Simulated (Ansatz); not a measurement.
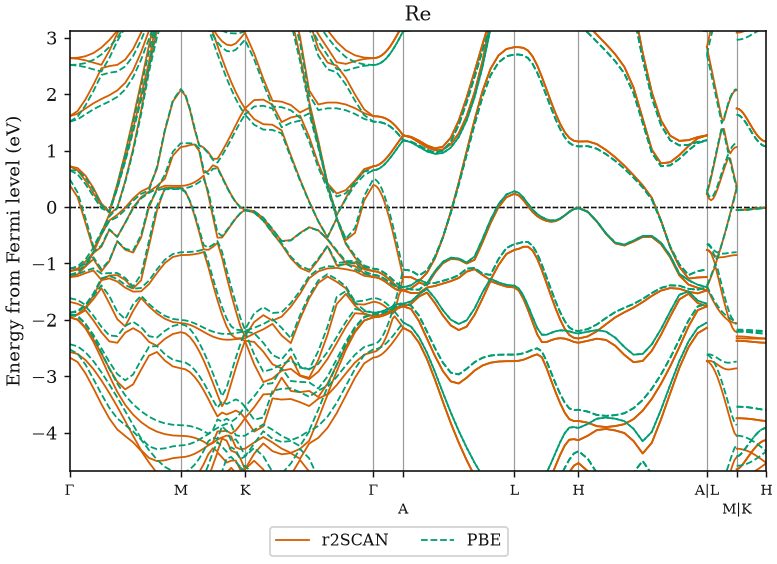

Band structures of Re, space group P6_3/mmc (No. 194), 4 atoms in the cell (a = 2.766 Å, c = 8.939 Å (hexagonal axes)), by two methods on the same cell. Each is counted from its own Fermi level.

How do the methods compare?

Answer. Both give a metal. Levels within 1 eV of the Fermi level in either run differ by 0.04 eV on average and by 0.13 eV at most (between Γ and A). Filled levels 1 to 5 eV under it lie 0.13 eV deeper on average in r2SCAN than in PBE.

Settings. r2SCAN: Ansatz PAW, no spin polarisation, no spin-orbit coupling, 11×11×3 k mesh, 500 eV cutoff, Fermi-Dirac smearing of 0.05 eV (Ansatz 0.2.0). PBE: Ansatz PAW, no spin polarisation, no spin-orbit coupling, 11×11×3 k mesh, 420 eV cutoff, Fermi-Dirac smearing of 0.05 eV (Ansatz 0.2.0).

Spin-orbit coupling is left out, which matters for Re. r2SCAN: the PAW data sets were made with another functional.
